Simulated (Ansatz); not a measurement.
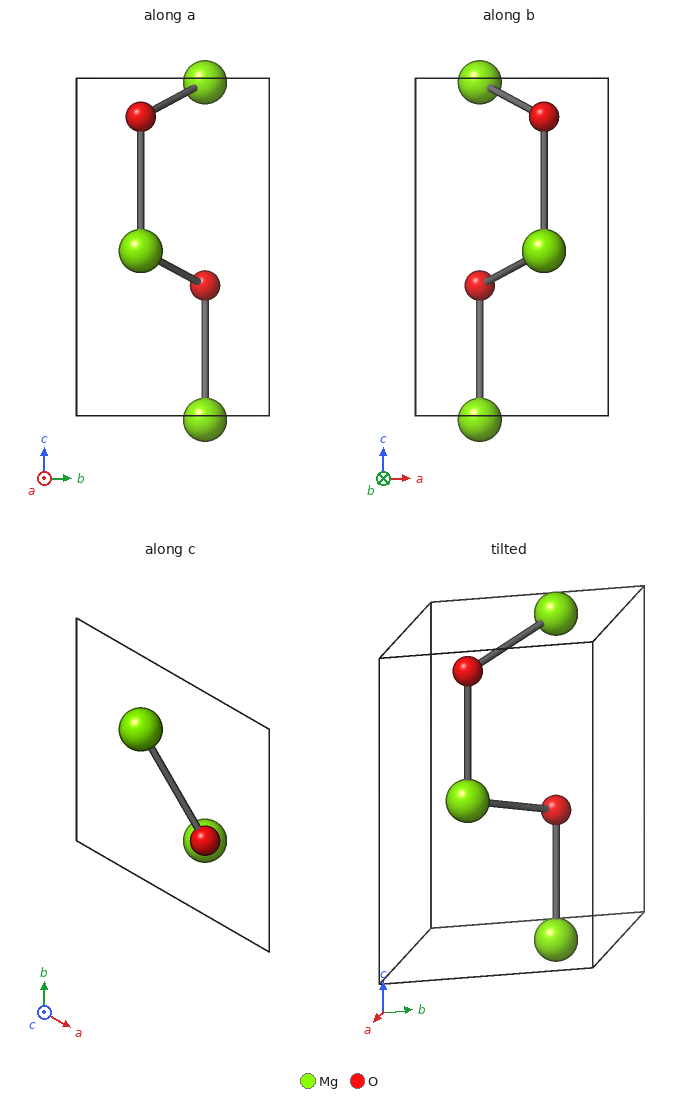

The figure gives a ball-and-stick picture of the atoms, viewed along the a axis, along the b axis, along the c axis and slightly off an axis. The wireframe shows the conventional unit cell.

Lattice parameters: a = 3.2882 Å, b = 3.2882 Å, c = 4.9840 Å, α = 90.000°, β = 90.000°, γ = 120.000°.

Q: Turn the picture into a CIF with its space group and independent sites, with free fractional coordinates to two decimals.

A:
```cif
data_structure
_symmetry_space_group_name_H-M 'P 63 m c'
_symmetry_Int_Tables_number 186
_cell_length_a 3.2882
_cell_length_b 3.2882
_cell_length_c 4.9840
_cell_angle_alpha 90.000
_cell_angle_beta 90.000
_cell_angle_gamma 120.000
_cell_volume 46.67
loop_
_atom_site_label
_atom_site_type_symbol
_atom_site_symmetry_multiplicity
_atom_site_Wyckoff_symbol
_atom_site_fract_x
_atom_site_fract_y
_atom_site_fract_z
_atom_site_occupancy
Mg1 Mg 2 b 0.3333 0.6667 0.99 1
O1 O 2 b 0.3333 0.6667 0.39 1
```

The starting point was a structure type filled with these elements by a generator (whether the compound takes this form wasn't checked). The cell was then strained or its atoms displaced on purpose. It was the input of a calculation with Ansatz.

At this level of theory the run's own cell isn't at rest (compressed, at 5 GPa), so its distances can differ from those at equilibrium, the more so the softer the solid.
